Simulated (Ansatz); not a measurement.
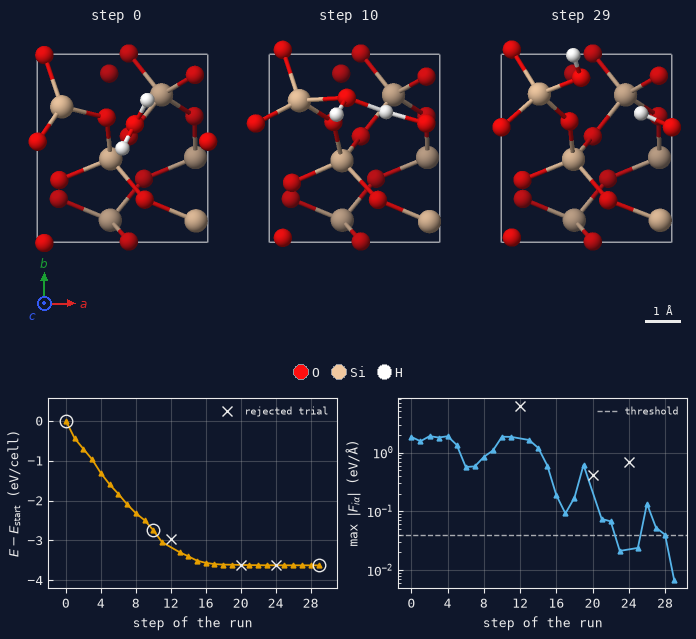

Frames of a constrained relaxation of a slab of composition Si₆H₂O₁₃ (cut from the P3_221 phase), marked on the history of the run. A ball-and-stick model of the cell of the calculation, outlined in the plane, without the vacuum (origin shifted), seen along the c axis.

Case: 1 H2O a cell, donor, over a bridge O-Si site. The slab is the (1 0 0) face of SiO2 with H2O on it. 9 atoms are held fixed.

Method: DFT PBE+D3(BJ), scalar-relativistic, plane waves, PAW (Ansatz 0.2.0). Settings: plane-wave cutoff 420 eV; k-point mesh 3 × 3 × 1; occupations gaussian; smearing width 0.05 eV; no spin polarisation; dipole correction; atoms relaxed in a fixed cell; force threshold 0.04 eV/Å; at most 100 steps.

What happens along the run?

The largest move is that of an H atom, 2.72 Å within the plane. Largest moves by element: H 2.72 Å, O 1.47 Å, Si 0.58 Å. The cell stays as it was. Some distances before and after: H–O 2.455 → 0.980 Å, H–O 0.990 → 2.021 Å, O–Si 2.659 → 1.653 Å, O–Si 1.522 → 1.633 Å. New bonds form: H–O (2.46 → 0.98 Å), O–Si (2.66 → 1.65 Å). Bonds break: H–O (0.99 → 2.02 Å). Among the angles between lasting bonds that change: Si–O–Si 126.4° → 150.8°, O–Si–O 127.2° → 108.1°, O–Si–O 125.6° → 112.8°. After 26 accepted moves (29 points after the start) the energy has fallen by 3.627 eV per cell of the calculation. Largest force component: 1.8 eV/Å at the start, 0.0069 eV/Å at the end. The line search rejected the trial steps at points 12, 20, 24 of the run. The forces were under the threshold at step 23, but the run went on from there. From step 0 to 10: an H atom moves most (1.21 Å), energy −2.745 eV per cell of the calculation. From step 10 to 29: an H atom moves most (1.73 Å), energy −0.882 eV per cell of the calculation.

```json
{"step": "0", "E − E(0), meV/atom": "0.00", "largest force component, eV/Å": "1.8461", "note": ""}
{"step": "1", "E − E(0), meV/atom": "-20.88", "largest force component, eV/Å": "1.5581", "note": ""}
{"step": "2", "E − E(0), meV/atom": "-33.57", "largest force component, eV/Å": "1.9029", "note": ""}
{"step": "3", "E − E(0), meV/atom": "-46.07", "largest force component, eV/Å": "1.8032", "note": ""}
{"step": "4", "E − E(0), meV/atom": "-62.48", "largest force component, eV/Å": "1.8931", "note": ""}
{"step": "5", "E − E(0), meV/atom": "-75.98", "largest force component, eV/Å": "1.3481", "note": ""}
{"step": "6", "E − E(0), meV/atom": "-87.31", "largest force component, eV/Å": "0.5678", "note": ""}
{"step": "7", "E − E(0), meV/atom": "-99.64", "largest force component, eV/Å": "0.5822", "note": ""}
{"step": "8", "E − E(0), meV/atom": "-110.39", "largest force component, eV/Å": "0.8443", "note": ""}
{"step": "9", "E − E(0), meV/atom": "-118.76", "largest force component, eV/Å": "1.0880", "note": ""}
{"step": "10", "E − E(0), meV/atom": "-130.70", "largest force component, eV/Å": "1.8600", "note": ""}
{"step": "11", "E − E(0), meV/atom": "-145.02", "largest force component, eV/Å": "1.8486", "note": ""}
{"step": "12", "E − E(0), meV/atom": "-140.98", "largest force component, eV/Å": "6.0933", "note": "rejected"}
{"step": "13", "E − E(0), meV/atom": "-156.96", "largest force component, eV/Å": "1.6350", "note": ""}
{"step": "14", "E − E(0), meV/atom": "-161.89", "largest force component, eV/Å": "1.1979", "note": ""}
{"step": "15", "E − E(0), meV/atom": "-167.09", "largest force component, eV/Å": "0.6022", "note": ""}
{"step": "16", "E − E(0), meV/atom": "-169.74", "largest force component, eV/Å": "0.1878", "note": ""}
{"step": "17", "E − E(0), meV/atom": "-171.19", "largest force component, eV/Å": "0.0923", "note": ""}
{"step": "18", "E − E(0), meV/atom": "-171.85", "largest force component, eV/Å": "0.1711", "note": ""}
{"step": "19", "E − E(0), meV/atom": "-171.97", "largest force component, eV/Å": "0.6164", "note": ""}
{"step": "20", "E − E(0), meV/atom": "-171.91", "largest force component, eV/Å": "0.4183", "note": "rejected"}
{"step": "21", "E − E(0), meV/atom": "-172.42", "largest force component, eV/Å": "0.0745", "note": ""}
{"step": "22", "E − E(0), meV/atom": "-172.53", "largest force component, eV/Å": "0.0676", "note": ""}
{"step": "23", "E − E(0), meV/atom": "-172.64", "largest force component, eV/Å": "0.0213", "note": ""}
{"step": "24", "E − E(0), meV/atom": "-172.22", "largest force component, eV/Å": "0.6916", "note": "rejected"}
{"step": "25", "E − E(0), meV/atom": "-172.66", "largest force component, eV/Å": "0.0239", "note": ""}
{"step": "26", "E − E(0), meV/atom": "-172.69", "largest force component, eV/Å": "0.1353", "note": ""}
{"step": "27", "E − E(0), meV/atom": "-172.70", "largest force component, eV/Å": "0.0528", "note": ""}
{"step": "28", "E − E(0), meV/atom": "-172.70", "largest force component, eV/Å": "0.0401", "note": ""}
{"step": "29", "E − E(0), meV/atom": "-172.72", "largest force component, eV/Å": "0.0069", "note": ""}
```

Limits of the set-up: the periodic images lie only 4.9 Å apart, so the values are limited by the cell's size.
